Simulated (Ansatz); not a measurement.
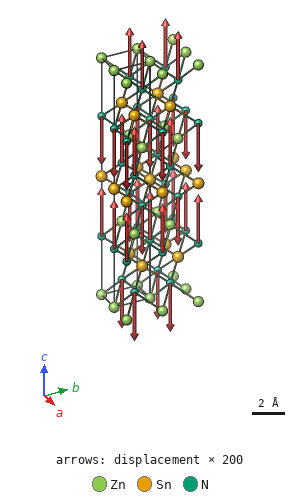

This is a relaxation of crystalline ZnSnN2 (a generated structure, set up in R-3m). The starting structure is drawn; red arrows show the displacements (the part carried along by the change of the cell is left out), magnified 200 times.

A ball-and-stick model of the conventional cell (3 times the calculation's cell), repeated 2 × 2 × 1 with one cell outlined, seen slightly off an axis. Lengths and directions refer to the drawn axes.

Method: DFT, LDA, plane waves, PAW (Ansatz 0.2.0). (plane-wave cutoff 420 eV; k-point mesh 8 × 8 × 8; occupations fermi dirac; smearing width 0.02 eV; no spin polarisation; cell and atoms relaxed; force threshold 0.005 eV/Å)

Describe the change and its energy.

Answer. After 4 accepted moves (7 points after the start) the energy has fallen by 0.111 eV per cell of the calculation. The largest force component goes from 0.072 to under 0.0001 eV/Å. Pressure: −11.35 GPa at the start and 0.03 GPa at the end. The line search rejected the trial step at point 3 of the run. At 2 points the geometry stayed and the basis and grid were re-selected for the new cell (energy shift of 11.1 meV per cell of the calculation at most each time). The largest moves relative to the cell, 0.016 Å, are those of N atoms. Zn and Sn stay in place. The drawn cell changes as follows: a = b 3.203 → 3.138 Å (−2.0 %), c 15.637 → 15.241 Å (−2.5 %); the volume changes by −6.4 %. Some distances before and after: N–Zn 2.294 → 2.233 Å, N–Sn 2.232 → 2.192 Å. The space group stays R-3m (No. 166).
